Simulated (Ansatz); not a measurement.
**AlRu: geometry relaxation (part 1 of 2)**

AlRu (Pm-3m, 2 atoms in the cell), computed with DFT PBEsol, scalar-relativistic, plane waves, PAW, no spin polarisation (Ansatz 0.2.0).

The structure derives from an entry of the Crystallography Open Database.

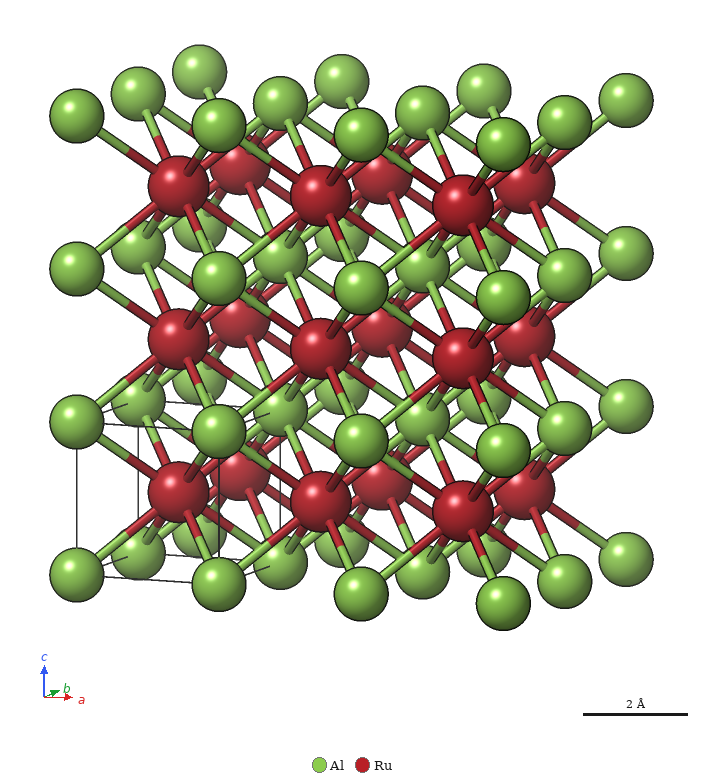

**Figure 1.** The starting structure (ball-and-stick view of the cell of the calculation, repeated 3 × 2 × 3, seen slightly off an axis). Near neighbours in the crystal (not all of them lie inside the picture): Al has 8 Ru at 2.59 Å; Ru has 8 Al at 2.59 Å.

Input
```yaml
crystal:
  lattice:
    - [2.9916, 0.0, 0.0]
    - [0.0, 2.9916, 0.0]
    - [0.0, 0.0, 2.9916]
  atoms:
    - { symbol: Al, position: [0.0, 0.0, 0.0] }
    - { symbol: Ru, position: [0.5, 0.5, 0.5] }
basis:
  ecutwfc: 420
kpoints:
  mp_grid: { grid: [14, 14, 14] }
hamiltonian:
  xc: pbesol
scf:
  occupations: { method: gaussian, width: 0.1 }
output:
  forces: true
  stress: true
  eigenvalues: true
  write_density: true
  write_potential: true
  elf: true
  volumetric_format: npy
relax:
  adjacent_minimum: "off"
  f_tol: 0.005
  max_steps: 80
  cell: { stress_tol: 0.05 }
```

Command:
```bash
ansatz run input.yaml --threads 1 --pin off --max-ram 2560MiB --backend cpu --events-out ev --progress --plain --runs-dir out
```

The program's output
```
Engine: ansatz 0.2.0, x86_64-unknown-linux-gnu
Pseudopotentials: kind: paw
Pseudopotential: Al, paw, valence charge 3, recommended cutoff 420 eV (normal), Al.paw.azcp
Pseudopotential: Ru, paw, valence charge 16, recommended cutoff 420 eV (normal), Ru.paw.azcp
Functional definition: PBEsol
  exchange = pbesol_x
  correlation = pbesol_c
Crystal: 2 atoms, lattice volume = 26.774 Å³
Basis set: ecut = 420 eV, 485 PW (Γ), exchange–correlation on 40×40×40 points (8 copies of the dense FFT grid, shifted against one another)
Bands: 14, of which v1, the nominal top of the filled ones, is band 10 counted from 1 (9 counted from 0)
Symmetry: 48 space group operations
Space group: Pm-3m (ITA 221), of the structure as read, at distance tolerance 3.0e-5 Å
k-points: 120 of 2744
Non-local potential: Al, projectors of the file, l = 0: 2, l = 1: 2, l = 2: 1
Non-local potential: Ru, projectors of the file, l = 0: 3, l = 1: 2, l = 2: 2, l = 3: 1
PAW form: soft (Blöchl's): semilocal exchange-correlation on the pseudo side does not see the compensation charge
PAW frozen core: Al, regenerated for the run's functional, and the local potential with it (the file was generated under x = pbe(κ = 0.804, μ = 0.2195149727645171), c = pbe(β = 0.06672455060314922))
PAW frozen core: Ru, regenerated for the run's functional, and the local potential with it (the file was generated under x = pbe(κ = 0.804, μ = 0.2195149727645171), c = pbe(β = 0.06672455060314922))
PAW one-centre angular grid: Al, 110 points (default); XC on 64 Gauss nodes
PAW one-centre angular grid: Ru, 590 points (default); XC on 64 Gauss nodes
Initial density: superposition of atomic densities (neutral atoms: chi_scale 0, normalization atom), corrected by the library's trained network
Initial wavefunctions: pseudopotential atomic-orbital guess
Functional: x = pbesol(κ = 0.804, μ = 0.12345679012345678), c = pbesol(β = 0.046)
SCF iter   1: F=—  HF=-6342.306598 eV  |F-HF|=—  |Δ(HF+E_count)|=         —  Δρ=9.16e-3  dr2=2.48e-2  ethr=1.77e-3  ⟨swp⟩=5.0  Hψ=8904  notcnv=0
preconditioner: auto → none  [metal: Δε(μ)=0.022 eV  Ē_g=8.870 eV  σ=0.100 eV  W_gap=0.12  n_scr=6 (ndim 8)  ℏωp=23.8 eV  f_vac=0.000  D(μ)=1.85/eV (n_scr^D=18)  sad-step TF]
SCF iter   2: F=—  HF=-6342.303018 eV  |F-HF|=—  |Δ(HF+E_count)|=   3.58e-3  Δρ=5.14e-3  dr2=8.81e-3  ethr=1.30e-4  ⟨swp⟩=1.2  Hψ=2660  notcnv=0
SCF iter   3: F=—  HF=-6342.301104 eV  |F-HF|=—  |Δ(HF+E_count)|=   1.91e-3  Δρ=5.48e-4  dr2=7.96e-5  ethr=4.64e-5  ⟨swp⟩=2.4  Hψ=2372  notcnv=0
SCF iter   4: F=—  HF=-6342.301003 eV  |F-HF|=—  |Δ(HF+E_count)|=   1.01e-4  Δρ=1.25e-4  dr2=3.36e-6  ethr=4.19e-7  ⟨swp⟩=2.0  Hψ=2396  notcnv=0
iter 5 did not close the SCF: its close was put off for the readings that it lacked (scf_convergence_deferred on its scf_iter line)
SCF iter   5: F=-6342.301003 eV  HF=-6342.301003 eV  |F-HF|=8.20e-9  |Δ(HF+E_count)|=   3.67e-7  Δρ=1.05e-5  dr2=1.69e-8  ethr=1.77e-8  ⟨swp⟩=2.4  Hψ=2590  notcnv=0
SCF iter   6: F=-6342.301003 eV  HF=-6342.301003 eV  |F-HF|=6.55e-11  |Δ(HF+E_count)|=   1.31e-9  Δρ=9.89e-7  dr2=1.10e-10  ethr=8.90e-11  ⟨swp⟩=5.1  Hψ=8708  notcnv=0
SCF 1 converged in 6 iterations: F = -6342.301003 eV  dr2 = 1.10e-10
  greatest PAW one-centre occupation: 0.999 electrons in one spin orbital (limit 2), on the Ru atom at site 1 (counted from 0), in its partial waves of l = 0
relax step   1: F+E_penalty+E_count = -6342.30100282 eV  Δ(F+E_penalty+E_count) = +0.000e0 eV  max|allowed force component| = 2.740e-28 eV/Å  Δτ_max = 0.0000 Å  P = -3.264 GPa  Ω = 26.774 Å³  (6 SCF iters, dr2 threshold 1.00e-7 eV, accepted)
Crystal: 2 atoms, lattice volume = 26.260 Å³
Initial density: handed on by an earlier stage of this run
Initial wavefunctions: those handed on with the density
iter 1 solved again at ethr=1.21e-5 eV; its pass at ethr=3.10e-3 eV (dr2=2.29e-3 eV) is discarded
SCF iter   1: F=—  HF=-6342.305671 eV  |F-HF|=—  |Δ(HF+E_count)|=         —  Δρ=2.39e-3  dr2=2.08e-3  ethr=1.21e-5  ⟨swp⟩=1.2  Hψ=10680  notcnv=0
preconditioner: auto → none  [metal: Δε(μ)=0.024 eV  Ē_g=9.044 eV  σ=0.100 eV  W_gap=0.13  n_scr=6 (ndim 8)  ℏωp=24.0 eV  f_vac=0.000  D(μ)=1.84/eV (n_scr^D=18)]
SCF iter   2: F=—  HF=-6342.305227 eV  |F-HF|=—  |Δ(HF+E_count)|=   4.44e-4  Δρ=8.20e-4  dr2=2.08e-4  ethr=1.09e-5  ⟨swp⟩=1.5  Hψ=1960  notcnv=0
SCF iter   3: F=—  HF=-6342.305166 eV  |F-HF|=—  |Δ(HF+E_count)|=   6.14e-5  Δρ=1.41e-4  dr2=5.77e-6  ethr=1.09e-6  ⟨swp⟩=1.9  Hψ=2377  notcnv=0
SCF iter   4: F=—  HF=-6342.305094 eV  |F-HF|=—  |Δ(HF+E_count)|=   7.17e-5  Δρ=1.75e-5  dr2=2.52e-8  ethr=3.04e-8  ⟨swp⟩=2.3  Hψ=2382  notcnv=0
iter 5 did not close the SCF: its close was put off for the readings that it lacked (scf_convergence_deferred on its scf_iter line)
SCF iter   5: F=-6342.305094 eV  HF=-6342.305094 eV  |F-HF|=1.18e-9  |Δ(HF+E_count)|=   1.11e-8  Δρ=2.23e-6  dr2=1.36e-9  ethr=1.33e-10  ⟨swp⟩=2.3  Hψ=2553  notcnv=0
SCF iter   6: F=-6342.305094 eV  HF=-6342.305094 eV  |F-HF|=4.18e-11  |Δ(HF+E_count)|=  2.44e-10  Δρ=5.39e-7  dr2=5.26e-11  ethr=7.18e-12  ⟨swp⟩=4.2  Hψ=7646  notcnv=0
SCF 2 converged in 6 iterations: F = -6342.305094 eV  dr2 = 5.26e-11
relax step   2: F+E_penalty+E_count = -6342.30509440 eV  Δ(F+E_penalty+E_count) = -4.092e-3 eV  max|allowed force component| = 1.581e-29 eV/Å  Δτ_max = 0.0000 Å  P = +0.883 GPa  Ω = 26.260 Å³  energy of the carried Pulay correction = +1.613e-4 eV  (6 SCF iters, dr2 threshold 2.00e-7 eV, accepted)
Crystal: 2 atoms, lattice volume = 26.368 Å³
iter 1 solved again at ethr=4.83e-7 eV; its pass at ethr=3.10e-3 eV (dr2=9.18e-5 eV) is discarded
SCF iter   1: F=—  HF=-6342.305445 eV  |F-HF|=—  |Δ(HF+E_count)|=         —  Δρ=5.02e-4  dr2=9.25e-5  ethr=4.83e-7  ⟨swp⟩=2.1  Hψ=9304  notcnv=0
preconditioner: auto → none  [metal: Δε(μ)=0.017 eV  Ē_g=9.018 eV  σ=0.100 eV  W_gap=0.09  n_scr=6 (ndim 8)  ℏωp=24.0 eV  f_vac=0.000  D(μ)=1.86/eV (n_scr^D=18)]
SCF iter   2: F=—  HF=-6342.305351 eV  |F-HF|=—  |Δ(HF+E_count)|=   9.40e-5  Δρ=1.75e-4  dr2=9.59e-6  ethr=4.83e-7  ⟨swp⟩=1.4  Hψ=1860  notcnv=0
SCF iter   3: F=—  HF=-6342.305349 eV  |F-HF|=—  |Δ(HF+E_count)|=   2.70e-6  Δρ=2.87e-5  dr2=2.34e-7  ethr=5.05e-8  ⟨swp⟩=1.8  Hψ=1983  notcnv=0
iter 4 did not close the SCF: its close was put off for the readings that it lacked (scf_convergence_deferred on its scf_iter line)
SCF iter   4: F=-6342.305349 eV  HF=-6342.305349 eV  |F-HF|=3.67e-10  |Δ(HF+E_count)|=   4.90e-8  Δρ=3.64e-6  dr2=7.84e-10  ethr=1.23e-9  ⟨swp⟩=2.2  Hψ=2219  notcnv=0
iter 5 did not close the SCF: its close was put off for the readings that it lacked (scf_convergence_deferred on its scf_iter line)
SCF iter   5: F=-6342.305349 eV  HF=-6342.305349 eV  |F-HF|=3.91e-11  |Δ(HF+E_count)|=  5.29e-10  Δρ=5.46e-7  dr2=4.39e-11  ethr=4.13e-12  ⟨swp⟩=2.4  Hψ=2707  notcnv=0
SCF iter   6: F=-6342.305349 eV  HF=-6342.305349 eV  |F-HF|=0.00e0  |Δ(HF+E_count)|=  9.09e-12  Δρ=1.40e-7  dr2=7.35e-13  ethr=1.00e-12  ⟨swp⟩=4.0  Hψ=6884  notcnv=0
SCF 3 converged in 6 iterations: F = -6342.305349 eV  dr2 = 7.35e-13
relax step   3: F+E_penalty+E_count = -6342.30534852 eV  Δ(F+E_penalty+E_count) = -2.541e-4 eV  max|allowed force component| = 1.321e-29 eV/Å  Δτ_max = 0.0000 Å  P = -0.023 GPa  Ω = 26.368 Å³  energy of the carried Pulay correction = +1.272e-4 eV  (6 SCF iters, dr2 threshold 2.00e-7 eV, accepted)
Initial wavefunctions: pseudopotential atomic-orbital guess (no wavefunctions were taken with the density)
iter 1 solved again at ethr=8.96e-9 eV; its pass at ethr=3.10e-3 eV (dr2=1.70e-6 eV) is discarded
SCF iter   1: F=—  HF=-6342.305300 eV  |F-HF|=—  |Δ(HF+E_count)|=         —  Δρ=2.53e-5  dr2=2.44e-8  ethr=8.96e-9  ⟨swp⟩=3.0  Hψ=13410  notcnv=0
preconditioner: auto → none  [metal: Δε(μ)=0.020 eV  Ē_g=9.017 eV  σ=0.100 eV  W_gap=0.11  n_scr=6 (ndim 8)  ℏωp=24.0 eV  f_vac=0.000  D(μ)=1.86/eV (n_scr^D=18)]
SCF iter   2: F=—  HF=-6342.305225 eV  |F-HF|=—  |Δ(HF+E_count)|=   7.49e-5  Δρ=1.10e-5  dr2=4.26e-9  ethr=1.28e-10  ⟨swp⟩=2.0  Hψ=2801  notcnv=0
SCF iter   3: F=—  HF=-6342.305225 eV  |F-HF|=—  |Δ(HF+E_count)|=   2.68e-9  Δρ=1.89e-6  dr2=2.40e-10  ethr=2.24e-11  ⟨swp⟩=3.0  Hψ=2800  notcnv=0
iter 4 did not close the SCF: its close was put off for the readings that it lacked (scf_convergence_deferred on its scf_iter line)
SCF iter   4: F=-6342.305225 eV  HF=-6342.305225 eV  |F-HF|=3.64e-12  |Δ(HF+E_count)|=  8.73e-11  Δρ=3.80e-7  dr2=6.65e-12  ethr=1.26e-12  ⟨swp⟩=2.4  Hψ=2280  notcnv=0
iter 5 did not close the SCF: its close was put off for the readings that it lacked (scf_convergence_deferred on its scf_iter line)
SCF iter   5: F=-6342.305225 eV  HF=-6342.305225 eV  |F-HF|=9.09e-13  |Δ(HF+E_count)|=  5.46e-12  Δρ=8.87e-8  dr2=1.37e-12  ethr=1.00e-12  ⟨swp⟩=1.0  Hψ=1680  notcnv=0
iter 6 did not close the SCF: its close was put off for the readings that it lacked (scf_convergence_deferred on its scf_iter line)
SCF iter   6: F=-6342.305225 eV  HF=-6342.305225 eV  |F-HF|=1.82e-12  |Δ(HF+E_count)|=    0.00e0  Δρ=6.64e-9  dr2=3.00e-15  ethr=1.00e-12  ⟨swp⟩=1.0  Hψ=1680  notcnv=0
iter 7 did not close the SCF: its close was put off for the readings that it lacked (scf_convergence_deferred on its scf_iter line)
SCF iter   7: F=-6342.305225 eV  HF=-6342.305225 eV  |F-HF|=9.09e-13  |Δ(HF+E_count)|=  1.82e-12  Δρ=2.71e-9  dr2=1.21e-15  ethr=1.00e-12  ⟨swp⟩=1.0  Hψ=1680  notcnv=0
SCF iter   8: F=-6342.305225 eV  HF=-6342.305225 eV  |F-HF|=0.00e0  |Δ(HF+E_count)|=  1.82e-12  Δρ=5.26e-10  dr2=3.08e-17  ethr=1.00e-12  ⟨swp⟩=2.0  Hψ=4979  notcnv=0
SCF 4 converged in 8 iterations: F = -6342.305225 eV  dr2 = 3.08e-17
relax step   4: F+E_penalty+E_count = -6342.30522545 eV  Δ(F+E_penalty+E_count) = +1.231e-4 eV  max|allowed force component| = 3.793e-29 eV/Å  Δτ_max = 0.0000 Å  P = -0.025 GPa  Ω = 26.368 Å³  stress off target by 2.49e-2 GPa  SCF on the basis re-selected at this cell (its energy is not comparable with the rows above)  (8 SCF iters)
```

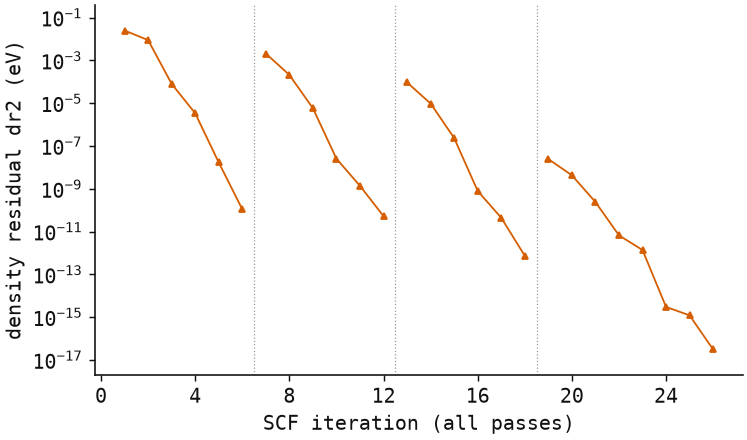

**Figure 2.** Convergence of the self-consistent field: density residual dr2 against the SCF iteration. The dotted lines part the SCF passes of the relaxation: geometry steps, rejected trials and re-solves on a re-selected basis. The passes take 6, 6, 6 and 8 iterations.
